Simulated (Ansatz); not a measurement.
# Run report: Al$_{24}$N$_{25}$, geometry relaxation (part 4 of 5)

Al$_{24}$N$_{25}$ (defect cell, 49 atoms in the cell); DFT PBE, scalar-relativistic, plane waves, PAW, spin-polarised (Ansatz 0.2.0); cutoff 420 eV, 2×2×2 k-mesh, Gaussian smearing of 0.01 eV, collinear spins. The structure derives from a Materials Project entry. It belongs to a series of runs on one base structure; here: N interstitial, charge +0, atoms relaxed at the host's cell.

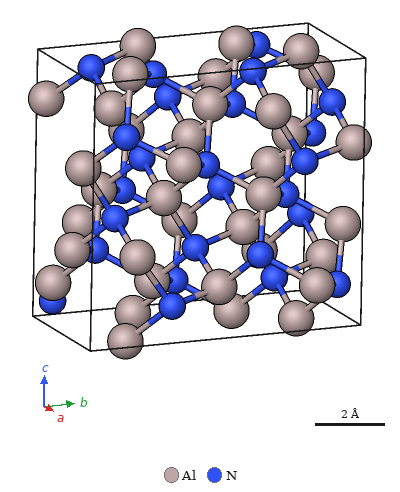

Figure 1. The geometry at step 4 of the log (ball-and-stick view of the cell of the calculation, seen slightly off an axis).

### Trajectory as extended XYZ (Å, eV, eV/Å), 6 frames, from step=1 to step=6
```
49
Lattice="3.1302 -5.4217 5.0180 3.1302 5.4217 5.0180 -6.2604 0.0000 5.0180" Properties=species:S:1:pos:R:3:forces:R:3 step=1 energy=-22557.49327
Al    0.0000   -1.8072    7.5232   -0.0060  -0.0371   0.0537
Al    0.0000   -1.8072   12.5413   -0.0022  -0.0311   0.1763
Al   -1.5651    0.9036    7.5232   -0.0292   0.0237   0.0537
Al    3.1302   -1.8072    7.5232    0.0375   0.4578   0.1882
Al   -4.6953    0.9036    7.5232    0.3576   0.2155   0.1907
Al    1.5651    0.9036    7.5232    0.0351   0.0134   0.0537
Al    1.5651    0.9036   12.5413    0.0280   0.0137   0.1763
Al    0.0000    3.6145    7.5232   -0.4153  -0.1964   0.1882
Al   -3.1302   -1.8072    7.5232    0.3777  -0.2614   0.1882
Al   -1.5651    0.9036   12.5413   -0.0259   0.0175   0.1763
Al    1.5651   -4.5181    7.5232   -0.3654   0.2019   0.1907
Al    3.1302    3.6145    7.5232    0.0078  -0.4174   0.1907
Al   -1.5651   -0.9036   10.0322    0.0263   0.0065  -0.0019
Al    4.6953   -0.9036   10.0322    0.5516   0.3204  -0.2809
Al   -3.1302    1.8072   10.0322    0.0355   0.1570  -0.1187
Al    1.5651   -0.9036   10.0322   -0.0188   0.0195  -0.0019
Al    0.0000    1.8072    5.0142    0.0061   0.0262   0.0123
Al    0.0000    1.8072   10.0322   -0.0075  -0.0261  -0.0019
Al   -3.1302   -3.6145   10.0322    0.0017  -0.6379  -0.2809
Al   -1.5651    4.5181   10.0322   -0.5533   0.3175  -0.2809
Al    1.5651   -0.9036    5.0142    0.0196  -0.0184   0.0123
Al    3.1302    1.8072   10.0322    0.1182  -0.1093  -0.1187
Al    0.0000   -3.6145   10.0322   -0.1537  -0.0477  -0.1187
Al   -1.5651   -0.9036    5.0142   -0.0257  -0.0078   0.0123
N     0.0000   -1.8072    9.4378    0.0269   0.0371  -0.0045
N    -3.1302    3.6145    9.4378   -0.0034  -1.2433  -0.9061
N    -1.5651    0.9036    9.4378    0.0187  -0.0419  -0.0045
N     3.1302   -1.8072    9.4378   -0.0390  -0.0404   0.0452
N     1.5651    0.9036    4.4197   -0.0877  -0.0778  -0.0722
N     1.5651    0.9036    9.4378   -0.0456   0.0047  -0.0045
N    -1.5651   -4.5181    9.4378    1.0784   0.6187  -0.9061
N     0.0000    3.6145    9.4378    0.0544  -0.0136   0.0452
N    -3.1302   -1.8072    9.4378   -0.0155   0.0539   0.0452
N     4.6953    0.9036    9.4378   -1.0750   0.6246  -0.9061
N    -1.5651    0.9036    4.4197    0.1112  -0.0370  -0.0722
N     0.0000   -1.8072    4.4197   -0.0235   0.1148  -0.0722
N    -1.5651   -0.9036    6.9287   -0.0163   0.0155  -0.0306
N    -1.5651   -0.9036   11.9468   -0.0297  -0.0377  -0.0628
N    -3.1302    1.8072    6.9287   -0.0465  -0.0990  -0.0856
N     1.5651   -0.9036    6.9287   -0.0053  -0.0218  -0.0306
N     3.1302   -3.6145    6.9287   -0.0040   2.6531   1.5713
N     0.0000    1.8072    6.9287    0.0215   0.0064  -0.0306
N     0.0000    1.8072   11.9468   -0.0178   0.0446  -0.0628
N     1.5651   -0.9036   11.9468    0.0475  -0.0069  -0.0628
N    -4.6953   -0.9036    6.9287    2.2996  -1.3231   1.5713
N     3.1302    1.8072    6.9287   -0.0625   0.0898  -0.0856
N     0.0000   -3.6145    6.9287    0.1090   0.0092  -0.0856
N     1.5651    4.5181    6.9287   -2.2957  -1.3300   1.5713
N     0.0000    0.0000    1.0454    0.0000   0.0000  -2.0231
49
Lattice="3.1302 -5.4217 5.0180 3.1302 5.4217 5.0180 -6.2604 0.0000 5.0180" Properties=species:S:1:pos:R:3:forces:R:3 step=2 energy=-22558.34761
Al    0.0152   -1.8099    7.5205    0.0347   0.0664  -0.0345
Al   -0.0117   -1.8209   12.5238   -0.0461   0.1212   0.1188
Al   -1.5750    0.8918    7.5205    0.0401  -0.0633  -0.0345
Al    3.1335   -1.7317    7.5583    0.0336  -0.0232  -0.0525
Al   -4.6955    0.8999    7.5188    0.1217   0.0802   0.1603
Al    1.5599    0.9181    7.5205   -0.0748  -0.0031  -0.0345
Al    1.5828    0.9003   12.5238   -0.0819  -0.1005   0.1188
Al   -0.0671    3.5796    7.5583    0.0033   0.0407  -0.0525
Al   -3.0665   -1.8479    7.5583   -0.0369  -0.0175  -0.0525
Al   -1.5711    0.9206   12.5238    0.1280  -0.0207   0.1188
Al    1.5684   -4.5164    7.5188   -0.1303   0.0653   0.1603
Al    3.1271    3.6165    7.5188    0.0086  -0.1455   0.1603
Al   -1.5555   -0.9089   10.0319   -0.0657  -0.0287   0.0687
Al    4.7118   -0.8883   10.0424    0.1990   0.1041  -0.0568
Al   -3.1346    1.7898   10.0170   -0.0487   0.1235  -0.0170
Al    1.5649   -0.8926   10.0319    0.0577  -0.0426   0.0687
Al    0.0040    1.8133    5.0119    0.0038  -0.0104  -0.0645
Al   -0.0094    1.8016   10.0319    0.0080   0.0712   0.0687
Al   -3.1252   -3.6364   10.0424   -0.0094  -0.2244  -0.0568
Al   -1.5866    4.5247   10.0424   -0.1897   0.1203  -0.0568
Al    1.5684   -0.9101    5.0119   -0.0109   0.0019  -0.0645
Al    3.1173    1.8197   10.0170    0.1313  -0.0196  -0.0170
Al    0.0173   -3.6095   10.0170   -0.0826  -0.1039  -0.0170
Al   -1.5724   -0.9032    5.0119    0.0071   0.0085  -0.0645
N     0.0106   -1.8027    9.4320    0.0093  -0.0146  -0.0006
N    -3.1354    3.5793    9.4079    0.0054  -0.5497  -0.4205
N    -1.5665    0.8922    9.4320   -0.0173  -0.0008  -0.0006
N     3.1397   -1.7895    9.4654   -0.1015   0.0164  -0.1762
N     1.5575    0.8934    4.4117    0.0512   0.0072   0.0301
N     1.5559    0.9106    9.4320    0.0080   0.0154  -0.0006
N    -1.5321   -4.5050    9.4079    0.4734   0.2795  -0.4205
N    -0.0201    3.6138    9.4654    0.0366  -0.0961  -0.1762
N    -3.1196   -1.8243    9.4654    0.0649   0.0797  -0.1762
N     4.6675    0.9257    9.4079   -0.4788   0.2702  -0.4205
N    -1.5525    0.9022    4.4117   -0.0318   0.0407   0.0301
N    -0.0050   -1.7956    4.4117   -0.0194  -0.0479   0.0301
N    -1.5452   -0.9108    6.9249   -0.0838  -0.0539   0.0775
N    -1.5575   -0.8844   11.9409   -0.0748  -0.0398   0.0011
N    -3.1338    1.7944    6.9116   -0.0063  -0.0008  -0.0178
N     1.5613   -0.8828    6.9249    0.0886  -0.0456   0.0775
N     3.1332   -3.5309    6.9760    0.0073   0.9987   0.6819
N    -0.0162    1.7935    6.9249   -0.0048   0.0995   0.0775
N     0.0128    1.7910   11.9409    0.0029   0.0847   0.0011
N     1.5447   -0.9066   11.9409    0.0719  -0.0449   0.0011
N    -4.6244   -0.9480    6.9760    0.8613  -0.5057   0.6819
N     3.1209    1.8167    6.9116    0.0024   0.0058  -0.0178
N     0.0129   -3.6111    6.9116    0.0039  -0.0050  -0.0178
N     1.4912    4.4789    6.9760   -0.8686  -0.4930   0.6819
N     0.0000    0.0000    1.0244    0.0000   0.0000  -0.8922
49
Lattice="3.1302 -5.4217 5.0180 3.1302 5.4217 5.0180 -6.2604 0.0000 5.0180" Properties=species:S:1:pos:R:3:forces:R:3 step=3 energy=-22558.50826
Al    0.0243   -1.8073    7.5165    0.0077   0.0151  -0.0114
Al   -0.0211   -1.8176   12.5149   -0.0097   0.0098   0.0169
Al   -1.5773    0.8826    7.5165    0.0092  -0.0142  -0.0114
Al    3.1374   -1.7031    7.5616   -0.0147  -0.0303  -0.0304
Al   -4.6945    0.8994    7.5318    0.0850   0.0522   0.0792
Al    1.5530    0.9247    7.5165   -0.0169  -0.0009  -0.0114
Al    1.5846    0.8906   12.5149   -0.0037  -0.0133   0.0169
Al   -0.0938    3.5686    7.5616    0.0336   0.0024  -0.0304
Al   -3.0436   -1.8655    7.5616   -0.0189   0.0279  -0.0304
Al   -1.5636    0.9271   12.5149    0.0133   0.0035   0.0169
Al    1.5683   -4.5153    7.5318   -0.0877   0.0475   0.0792
Al    3.1262    3.6159    7.5318    0.0027  -0.0997   0.0792
Al   -1.5561   -0.9120   10.0313    0.0025   0.0122  -0.0083
Al    4.7184   -0.8824   10.0464   -0.0034  -0.0065  -0.0132
Al   -3.1356    1.7870   10.0186    0.0053   0.0119   0.0145
Al    1.5679   -0.8916   10.0313   -0.0118  -0.0039  -0.0083
Al    0.0053    1.8200    5.0066   -0.0048  -0.0239  -0.0217
Al   -0.0118    1.8036   10.0313    0.0093  -0.0083  -0.0083
Al   -3.1234   -3.6450   10.0464   -0.0039   0.0062  -0.0132
Al   -1.5950    4.5274   10.0464    0.0073   0.0003  -0.0132
Al    1.5735   -0.9146    5.0066   -0.0184   0.0161  -0.0217
Al    3.1153    1.8220   10.0186    0.0077  -0.0105   0.0145
Al    0.0202   -3.6090   10.0186   -0.0130  -0.0014   0.0145
Al   -1.5788   -0.9054    5.0066    0.0231   0.0078  -0.0217
N     0.0140   -1.8029    9.4301    0.0096   0.0011   0.0107
N    -3.1375    3.5566    9.3860   -0.0128  -0.0439  -0.0399
N    -1.5683    0.8893    9.4301   -0.0038  -0.0089   0.0107
N     3.1408   -1.7798    9.4581   -0.0054   0.0199   0.0261
N     1.5601    0.8924    4.4208   -0.0126  -0.0058  -0.0002
N     1.5543    0.9136    9.4301   -0.0058   0.0078   0.0107
N    -1.5114   -4.4955    9.3860    0.0445   0.0109  -0.0399
N    -0.0290    3.6099    9.4581   -0.0146  -0.0146   0.0261
N    -3.1117   -1.8301    9.4581    0.0199  -0.0053   0.0261
N     4.6489    0.9388    9.3860   -0.0316   0.0331  -0.0399
N    -1.5529    0.9049    4.4208    0.0113  -0.0080  -0.0002
N    -0.0072   -1.7973    4.4208    0.0013   0.0138  -0.0002
N    -1.5418   -0.9191    6.9226   -0.0155   0.0012   0.0308
N    -1.5590   -0.8755   11.9355    0.0071  -0.0099   0.0027
N    -3.1362    1.7931    6.9124   -0.0423  -0.0216  -0.0539
N     1.5669   -0.8757    6.9226    0.0067  -0.0140   0.0308
N     3.1348   -3.4894    7.0113    0.0027  -0.0615   0.1272
N    -0.0250    1.7948    6.9226    0.0088   0.0128   0.0308
N     0.0213    1.7879   11.9355   -0.0121  -0.0011   0.0027
N     1.5377   -0.9124   11.9355    0.0051   0.0111   0.0027
N    -4.5893   -0.9701    7.0113   -0.0546   0.0284   0.1272
N     3.1210    1.8195    6.9124    0.0024   0.0474  -0.0539
N     0.0152   -3.6126    6.9124    0.0398  -0.0258  -0.0539
N     1.4545    4.4595    7.0113    0.0519   0.0331   0.1272
N     0.0000    0.0000    0.9954    0.0000   0.0000  -0.3850
49
Lattice="3.1302 -5.4217 5.0180 3.1302 5.4217 5.0180 -6.2604 0.0000 5.0180" Properties=species:S:1:pos:R:3:forces:R:3 step=4 energy=-22558.54300
Al    0.0222   -1.8083    7.5188   -0.0091   0.0014  -0.0105
Al   -0.0191   -1.8185   12.5084    0.0090  -0.0052  -0.0090
Al   -1.5771    0.8849    7.5188    0.0058   0.0072  -0.0105
Al    3.1372   -1.7209    7.5600   -0.0055   0.0203  -0.0373
Al   -4.6938    0.9003    7.5454    0.0487   0.0272   0.0389
Al    1.5549    0.9234    7.5188    0.0034  -0.0086  -0.0105
Al    1.5844    0.8927   12.5084    0.0000   0.0104  -0.0090
Al   -0.0783    3.5774    7.5600   -0.0148  -0.0149  -0.0373
Al   -3.0589   -1.8565    7.5600    0.0203  -0.0054  -0.0373
Al   -1.5653    0.9258   12.5084   -0.0090  -0.0052  -0.0090
Al    1.5672   -4.5151    7.5454   -0.0479   0.0286   0.0389
Al    3.1265    3.6148    7.5454   -0.0008  -0.0558   0.0389
Al   -1.5559   -0.9123   10.0308    0.0040   0.0068  -0.0020
Al    4.7127   -0.8865   10.0352    0.0554   0.0331   0.0735
Al   -3.1335    1.7862   10.0229   -0.0221  -0.0177   0.0106
Al    1.5680   -0.8913   10.0308   -0.0079   0.0001  -0.0020
Al    0.0064    1.8196    5.0142   -0.0040  -0.0327  -0.0086
Al   -0.0121    1.8036   10.0308    0.0039  -0.0069  -0.0020
Al   -3.1241   -3.6381   10.0352    0.0010  -0.0645   0.0735
Al   -1.5886    4.5246   10.0352   -0.0564   0.0314   0.0735
Al    1.5726   -0.9154    5.0142   -0.0263   0.0198  -0.0086
Al    3.1136    1.8206   10.0229   -0.0042   0.0280   0.0106
Al    0.0199   -3.6067   10.0229    0.0264  -0.0103   0.0106
Al   -1.5791   -0.9043    5.0142    0.0303   0.0129  -0.0086
N     0.0149   -1.8021    9.4332    0.0009  -0.0040  -0.0028
N    -3.1375    3.5447    9.3738   -0.0001   0.0005  -0.0069
N    -1.5681    0.8881    9.4332   -0.0040   0.0012  -0.0028
N     3.1409   -1.7810    9.4617   -0.0374  -0.0284  -0.0180
N     1.5611    0.8913    4.4329    0.0036   0.0024  -0.0027
N     1.5532    0.9140    9.4332    0.0030   0.0028  -0.0028
N    -1.5011   -4.4895    9.3738   -0.0004  -0.0003  -0.0069
N    -0.0281    3.6106    9.4617    0.0433  -0.0182  -0.0180
N    -3.1129   -1.8296    9.4617   -0.0059   0.0466  -0.0180
N     4.6385    0.9448    9.3738    0.0005  -0.0002  -0.0069
N    -1.5524    0.9063    4.4329   -0.0039   0.0019  -0.0027
N    -0.0086   -1.7976    4.4329    0.0003  -0.0043  -0.0027
N    -1.5464   -0.9182    6.9299   -0.0066  -0.0070   0.0211
N    -1.5614   -0.8803   11.9346    0.0034   0.0020   0.0097
N    -3.1402    1.7902    6.9123    0.0033  -0.0004  -0.0129
N     1.5684   -0.8802    6.9299    0.0094  -0.0022   0.0211
N     3.1346   -3.5116    7.0239    0.0029  -0.0531  -0.0097
N    -0.0219    1.7983    6.9299   -0.0028   0.0092   0.0211
N     0.0183    1.7924   11.9346    0.0001  -0.0039   0.0097
N     1.5431   -0.9120   11.9346   -0.0034   0.0019   0.0097
N    -4.6085   -0.9589    7.0239   -0.0474   0.0241  -0.0097
N     3.1204    1.8244    6.9123   -0.0020  -0.0027  -0.0129
N     0.0197   -3.6145    6.9123   -0.0013   0.0031  -0.0129
N     1.4738    4.4705    7.0239    0.0445   0.0290  -0.0097
N     0.0000    0.0000    0.8954    0.0000   0.0000  -0.0999
49
Lattice="3.1302 -5.4217 5.0180 3.1302 5.4217 5.0180 -6.2604 0.0000 5.0180" Properties=species:S:1:pos:R:3:forces:R:3 step=5 energy=-22558.54643
Al    0.0205   -1.8081    7.5187   -0.0029   0.0039   0.0068
Al   -0.0173   -1.8184   12.5073    0.0023   0.0106   0.0025
Al   -1.5761    0.8863    7.5187    0.0048   0.0006   0.0068
Al    3.1376   -1.7249    7.5559    0.0066   0.0114   0.0124
Al   -4.6903    0.9020    7.5514    0.0043   0.0030  -0.0072
Al    1.5556    0.9218    7.5187   -0.0019  -0.0044   0.0068
Al    1.5834    0.8942   12.5073   -0.0103  -0.0033   0.0025
Al   -0.0749    3.5797    7.5559   -0.0132   0.0000   0.0124
Al   -3.0626   -1.8548    7.5559    0.0066  -0.0115   0.0124
Al   -1.5661    0.9242   12.5073    0.0080  -0.0072   0.0025
Al    1.5640   -4.5130    7.5514   -0.0048   0.0023  -0.0072
Al    3.1264    3.6109    7.5514    0.0004  -0.0052  -0.0072
Al   -1.5560   -0.9122   10.0291   -0.0058  -0.0053  -0.0014
Al    4.7136   -0.8863   10.0387   -0.0075  -0.0035  -0.0075
Al   -3.1340    1.7848   10.0249    0.0067   0.0056  -0.0001
Al    1.5680   -0.8914   10.0291    0.0075  -0.0024  -0.0014
Al    0.0066    1.8178    5.0152    0.0005   0.0181   0.0009
Al   -0.0120    1.8036   10.0291   -0.0017   0.0076  -0.0014
Al   -3.1243   -3.6389   10.0387    0.0007   0.0082  -0.0075
Al   -1.5893    4.5252   10.0387    0.0068  -0.0048  -0.0075
Al    1.5710   -0.9146    5.0152    0.0155  -0.0095   0.0009
Al    3.1126    1.8218   10.0249    0.0015  -0.0086  -0.0001
Al    0.0214   -3.6065   10.0249   -0.0082   0.0030  -0.0001
Al   -1.5776   -0.9032    5.0152   -0.0160  -0.0086   0.0009
N     0.0150   -1.8025    9.4329   -0.0003  -0.0017  -0.0012
N    -3.1372    3.5416    9.3720   -0.0007  -0.0014   0.0034
N    -1.5685    0.8882    9.4329   -0.0013   0.0012  -0.0012
N     3.1407   -1.7831    9.4603   -0.0140  -0.0124   0.0002
N     1.5614    0.8911    4.4365   -0.0011  -0.0002  -0.0077
N     1.5535    0.9143    9.4329    0.0017   0.0006  -0.0012
N    -1.4985   -4.4877    9.3720    0.0016   0.0002   0.0034
N    -0.0261    3.6115    9.4603    0.0178  -0.0059   0.0002
N    -3.1146   -1.8284    9.4603   -0.0038   0.0184   0.0002
N     4.6357    0.9461    9.3720   -0.0009   0.0013   0.0034
N    -1.5524    0.9067    4.4365    0.0007  -0.0009  -0.0077
N    -0.0090   -1.7977    4.4365    0.0004   0.0011  -0.0077
N    -1.5478   -0.9173    6.9314    0.0009  -0.0008  -0.0017
N    -1.5610   -0.8819   11.9334    0.0004   0.0003   0.0010
N    -3.1390    1.7904    6.9127   -0.0001  -0.0030  -0.0008
N     1.5683   -0.8818    6.9314    0.0002   0.0012  -0.0017
N     3.1348   -3.5193    7.0257    0.0013  -0.0089   0.0039
N    -0.0205    1.7991    6.9314   -0.0011  -0.0004  -0.0017
N     0.0167    1.7928   11.9334    0.0001  -0.0006   0.0010
N     1.5443   -0.9109   11.9334   -0.0005   0.0002   0.0010
N    -4.6152   -0.9552    7.0257   -0.0083   0.0034   0.0039
N     3.1201    1.8233    6.9127   -0.0025   0.0016  -0.0008
N     0.0190   -3.6137    6.9127    0.0027   0.0014  -0.0008
N     1.4804    4.4745    7.0257    0.0071   0.0055   0.0039
N     0.0000    0.0000    0.8708    0.0000   0.0000  -0.0104
49
Lattice="3.1302 -5.4217 5.0180 3.1302 5.4217 5.0180 -6.2604 0.0000 5.0180" Properties=species:S:1:pos:R:3:forces:R:3 step=6 energy=-22558.54643
Al    0.0205   -1.8081    7.5187   -0.0029   0.0039   0.0068
Al   -0.0173   -1.8184   12.5073    0.0023   0.0106   0.0025
Al   -1.5761    0.8863    7.5187    0.0048   0.0005   0.0068
Al    3.1376   -1.7249    7.5559    0.0066   0.0115   0.0124
Al   -4.6903    0.9020    7.5514    0.0043   0.0030  -0.0072
Al    1.5556    0.9218    7.5187   -0.0019  -0.0045   0.0068
Al    1.5834    0.8942   12.5073   -0.0103  -0.0033   0.0025
Al   -0.0749    3.5797    7.5559   -0.0132   0.0000   0.0124
Al   -3.0626   -1.8548    7.5559    0.0066  -0.0115   0.0124
Al   -1.5661    0.9242   12.5073    0.0080  -0.0073   0.0025
Al    1.5640   -4.5130    7.5514   -0.0047   0.0022  -0.0072
Al    3.1264    3.6109    7.5514    0.0004  -0.0052  -0.0072
Al   -1.5560   -0.9122   10.0291   -0.0058  -0.0053  -0.0014
Al    4.7136   -0.8863   10.0387   -0.0075  -0.0035  -0.0075
Al   -3.1340    1.7848   10.0249    0.0067   0.0056  -0.0001
Al    1.5680   -0.8914   10.0291    0.0075  -0.0024  -0.0014
Al    0.0066    1.8178    5.0152    0.0005   0.0182   0.0009
Al   -0.0120    1.8036   10.0291   -0.0017   0.0077  -0.0014
Al   -3.1243   -3.6389   10.0387    0.0007   0.0083  -0.0075
Al   -1.5893    4.5252   10.0387    0.0068  -0.0048  -0.0075
Al    1.5710   -0.9146    5.0152    0.0155  -0.0095   0.0009
Al    3.1126    1.8218   10.0249    0.0015  -0.0086  -0.0001
Al    0.0214   -3.6065   10.0249   -0.0082   0.0030  -0.0001
Al   -1.5776   -0.9032    5.0152   -0.0160  -0.0087   0.0009
N     0.0150   -1.8025    9.4329   -0.0003  -0.0017  -0.0012
N    -3.1372    3.5416    9.3720   -0.0007  -0.0015   0.0034
N    -1.5685    0.8882    9.4329   -0.0013   0.0012  -0.0012
N     3.1407   -1.7831    9.4603   -0.0140  -0.0124   0.0002
N     1.5614    0.8911    4.4365   -0.0011  -0.0002  -0.0077
N     1.5535    0.9143    9.4329    0.0017   0.0006  -0.0012
N    -1.4985   -4.4877    9.3720    0.0016   0.0002   0.0034
N    -0.0261    3.6115    9.4603    0.0178  -0.0059   0.0002
N    -3.1146   -1.8284    9.4603   -0.0038   0.0184   0.0002
N     4.6357    0.9461    9.3720   -0.0009   0.0013   0.0034
N    -1.5524    0.9067    4.4365    0.0007  -0.0009  -0.0077
N    -0.0090   -1.7977    4.4365    0.0004   0.0011  -0.0077
N    -1.5478   -0.9173    6.9314    0.0009  -0.0008  -0.0017
N    -1.5610   -0.8819   11.9334    0.0004   0.0003   0.0010
N    -3.1390    1.7904    6.9127   -0.0001  -0.0030  -0.0008
N     1.5683   -0.8818    6.9314    0.0002   0.0012  -0.0017
N     3.1348   -3.5193    7.0257    0.0013  -0.0089   0.0039
N    -0.0205    1.7991    6.9314   -0.0012  -0.0004  -0.0017
N     0.0167    1.7928   11.9334    0.0001  -0.0006   0.0010
N     1.5443   -0.9109   11.9334   -0.0005   0.0002   0.0010
N    -4.6152   -0.9552    7.0257   -0.0083   0.0034   0.0039
N     3.1201    1.8233    6.9127   -0.0025   0.0016  -0.0008
N     0.0190   -3.6137    6.9127    0.0027   0.0014  -0.0008
N     1.4804    4.4745    7.0257    0.0071   0.0055   0.0039
N     0.0000    0.0000    0.8708    0.0000   0.0000  -0.0103
```
